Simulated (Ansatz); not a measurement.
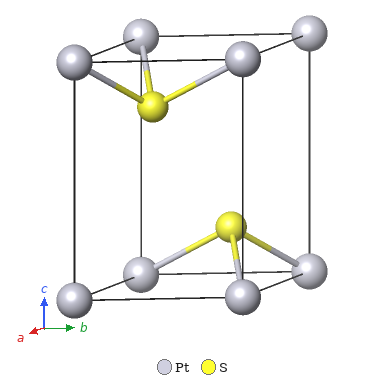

System: PtS₂, space group P-3m1 (No. 164). The picture shows the conventional cell.

Starting cell:
```cif
data_structure
_symmetry_space_group_name_H-M 'P 1'
_symmetry_Int_Tables_number 1
_cell_length_a 3.5432
_cell_length_b 3.5432
_cell_length_c 5.0388
_cell_angle_alpha 90.000
_cell_angle_beta 90.000
_cell_angle_gamma 120.000
_cell_volume 54.78
loop_
_atom_site_label
_atom_site_type_symbol
_atom_site_fract_x
_atom_site_fract_y
_atom_site_fract_z
_atom_site_occupancy
Pt1 Pt 0.00000 0.00000 0.00000 1
S1 S 0.66667 0.33333 0.77300 1
S2 S 0.33333 0.66667 0.22700 1
```

Method: all-electron LAPW DFT, no spin polarisation; energies at scaled volumes of the given cell, shape and fractions fixed, counted from the fit's minimum, third-order Birch-Murnaghan fit (Ansatz 0.2.0). Level: PBEsol.

| setting | value |
| --- | --- |
| k mesh | 9×9×5 |
| occupations | Fermi–Dirac |
| smearing width | 0.05 eV |
| potentials | all electron LAPW, scalar relativistic |
| program settings | basis error eV/atom 0.001 |

Describe the result: the energy and pressure against volume. The volume takes the values 17.17, 17.53, 17.90, 18.26, 18.63, 18.99, 19.36 Å³/atom.

A third-order Birch–Murnaghan fit gives V0 = 19.04 Å³/atom, B0 = 139 GPa and B′ = 4.7. The energy is 97.44 meV/atom at volume 17.17 Å³/atom and 2.25 meV/atom at 19.36 Å³/atom; the lowest computed point is at volume 18.99 Å³/atom (0.06 meV/atom). The pressure falls from 18.41 GPa at volume 17.17 Å³/atom to −2.21 GPa at 19.36 Å³/atom, and changes sign near 19.04 Å³/atom.

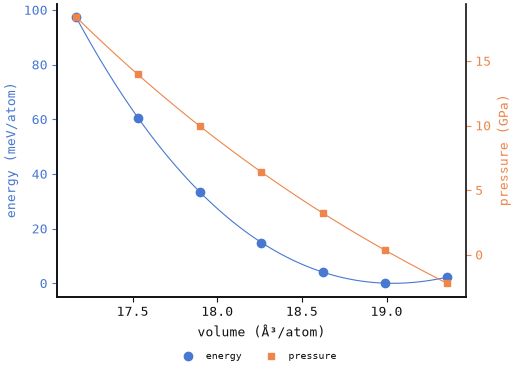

Limits of the calculation: spin-orbit coupling left out, heavy elements; shape and atomic fractions are frozen while scaling, which makes layered, chain and framework solids too stiff.
